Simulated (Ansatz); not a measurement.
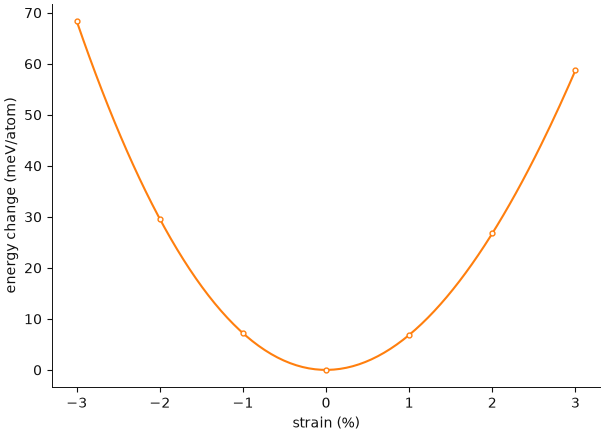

The figure shows the energy change against strain for C, space group Fmmm (No. 69).

Starting cell:
```
CELL_PARAMETERS angstrom
2.45625 0.00000 0.00000
0.00000 4.25292 0.00000
0.00000 0.00000 7.11555
ATOMIC_POSITIONS crystal
C 0.50000 0.41668 0.74992
C 0.50000 0.91668 0.25008
C 0.50000 0.58332 0.25008
C 0.50000 0.08332 0.74992
C 0.00000 0.91668 0.74992
C 0.00000 0.41668 0.25008
C 0.00000 0.08332 0.25008
C 0.00000 0.58332 0.74992
```

Method: energy, stress and cell of a relaxed crystal along a series of strains, atoms and what the cell freedom names relaxed within the symmetry; stress is positive in compression; plane waves with PAW datasets, Γ-centred k mesh; energies extrapolated to zero smearing (Ansatz 0.2.0). Level: r2SCAN, no spin polarisation.

wave cutoff 500 eV; k mesh 14×8×6; occupations Gaussian; smearing width 0.1 eV; strain kind biaxial in the ab plane; cell freedom length and tilt of c free.

From this curve and the settings, what does the calculation give for the volume change, c/a and stress xx at the same points?

The volume change rises from −6.27 % at strain −3 % to 7.02 % at 3 %. The c/a falls from 2.9751 at strain −3 % to 2.8372 at 3 %. The stress xx falls from 42.40 GPa at strain −3 % to −31.12 GPa at 3 %, and changes sign near 0 %.

| strain (%) | volume change (%) | c/a | stress xx (GPa) |
| --- | --- | --- | --- |
| −3 | −6.27 | 2.9751 | 42.40 |
| −2 | −4.08 | 2.9523 | 26.90 |
| −1 | −1.87 | 2.9298 | 12.85 |
| 0 | 0.00 | 2.8969 | 0.16 |
| 1 | 2.57 | 2.8840 | −11.37 |
| 2 | 4.77 | 2.8601 | −21.76 |
| 3 | 7.02 | 2.8372 | −31.12 |

Limits of the calculation: a crossing between the sampled k points may be missed; bands touch, and spin-orbit coupling could open a gap; given cell holds a small stress on this mesh; structure snapped to symmetry.
